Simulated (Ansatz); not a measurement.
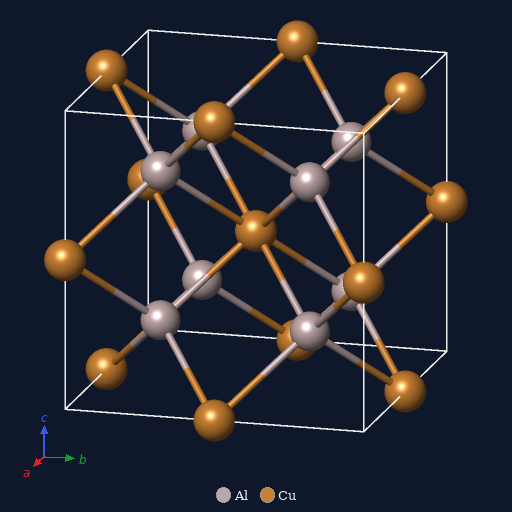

System: Al₂Cu, space group Fm-3m (No. 225). The picture shows the conventional cell.

The given structure:
```
CELL_PARAMETERS angstrom
-1.93918 1.93918 2.74242
1.93918 -1.93918 2.74242
1.93918 1.93918 -2.74242
ATOMIC_POSITIONS crystal
Al 0.75000 0.25000 0.50000
Al 0.25000 0.75000 0.50000
Cu 0.50000 0.50000 0.00000
```

Computed with Ansatz 0.2.0: harmonic phonon frequencies at the zone centre with atoms at rest in the given cell, without the long-range term of polar modes, the three translations left out, imaginary frequencies are negative; plane waves with PAW datasets, Γ-centred k mesh. Level: PBEsol, no spin polarisation.

wave cutoff 420 eV; k mesh 16×16×16; occupations Fermi–Dirac; smearing width 0.15 eV; pressure 18 GPa; phonon method linear response.

What does the calculation give for the zone-centre optical phonon frequencies (the three acoustic modes are left out)?

No frequency is imaginary, so the structure is stable to these displacements (zone-boundary modes weren't tested here). The highest mode lies at 361.4 cm⁻¹. The optical modes lie at 329.6 (×3), 361.4 (×3) cm⁻¹.

| frequency (cm⁻¹) |
| --- |
| 329.6 |
| 329.6 |
| 329.6 |
| 361.4 |
| 361.4 |
| 361.4 |

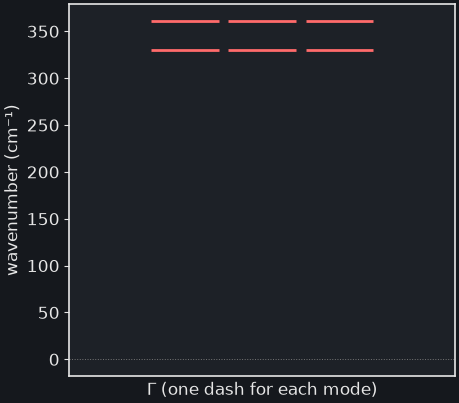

Caveats: metal sensitive to the k mesh.
